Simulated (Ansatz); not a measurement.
Input

```
crystal:
  lattice:
    - [6.4, 0.0, 0.0]
    - [0.0, 6.4, 0.0]
    - [0.0, 0.0, 6.4]
  atoms:
    - { symbol: Ga, position: [0.1542, 0.1542, 0.1542] }
    - { symbol: Ga, position: [0.8458, 0.8458, 0.8458] }
    - { symbol: Ga, position: [0.3458, 0.8458, 0.6542] }
    - { symbol: Ga, position: [0.6542, 0.1542, 0.3458] }
    - { symbol: Ga, position: [0.6542, 0.3458, 0.8458] }
    - { symbol: Ga, position: [0.3458, 0.6542, 0.1542] }
    - { symbol: Ga, position: [0.8458, 0.6542, 0.3458] }
    - { symbol: Ga, position: [0.1542, 0.3458, 0.6542] }
    - { symbol: P, position: [0.6418, 0.6418, 0.6418] }
    - { symbol: P, position: [0.3582, 0.3582, 0.3582] }
    - { symbol: P, position: [0.8582, 0.3582, 0.1418] }
    - { symbol: P, position: [0.1418, 0.6418, 0.8582] }
    - { symbol: P, position: [0.1418, 0.8582, 0.3582] }
    - { symbol: P, position: [0.8582, 0.1418, 0.6418] }
    - { symbol: P, position: [0.3582, 0.1418, 0.8582] }
    - { symbol: P, position: [0.6418, 0.8582, 0.1418] }
scf:
  occupations: { method: gaussian, width: 0.03 }
output:
  forces: true
  stress: true
  eigenvalues: true
  write_density: true
  write_potential: true
  elf: true
  volumetric_format: npy
hamiltonian:
  xc: r2scan
basis:
  ecutwfc: 500
kpoints:
  mp_grid: { grid: [6, 6, 6] }
relax:
  f_tol: 0.005
  max_steps: 60
  cell: { stress_tol: 0.05, p_target: 22 }
```

Run with:

```sh
ansatz run input.yaml --threads 4 --pin off --max-ram 10240MiB --backend cpu --events-out ev --progress --plain --runs-dir out
```

Below, planes, directions and counts refer to the conventional cell (a = 6.30 Å, b = 6.30 Å, c = 6.30 Å, α = 90.00°, β = 90.00°, γ = 90.00°).

The fields are those of the relaxed geometry.

Space group Pa-3; a generated structure, not necessarily the stable one; computed pressure about 22 GPa in this cell.

These are results of DFT r2SCAN, scalar-relativistic, plane waves, PAW (Ansatz), not measurements.

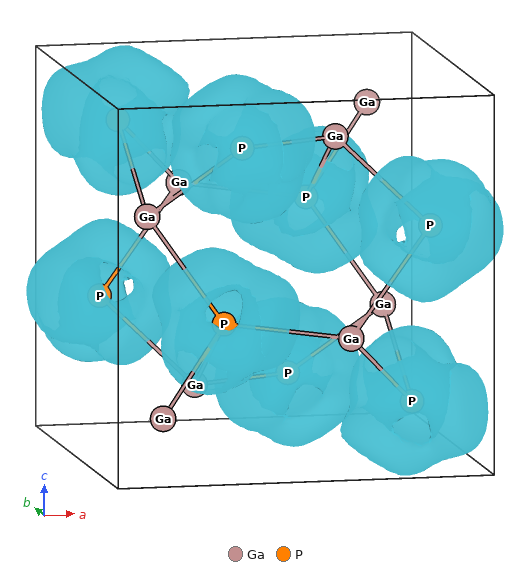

GaP. Isosurface of the ELF at 0.7 (cyan), seen slightly off an axis. Core shells and regions of very low density are left out. Sticks mark near contacts.

Where are the electrons localised?

The ELF exceeds this value in eight regions on P in which the atom's valence shell and bonds are merged, counted in one cell of 16 atoms. Any copies at cell faces, edges or corners count once. Along the contacts the grid gives the following. Ga–P (2.26 Å): the ELF peaks at about 0.90 between the atoms (a shared electron pair).

Metal or insulator at this level of theory?

It is gapped, with a Kohn–Sham gap of 0.55 eV on the k-point mesh, an upper bound to the gap of this method.
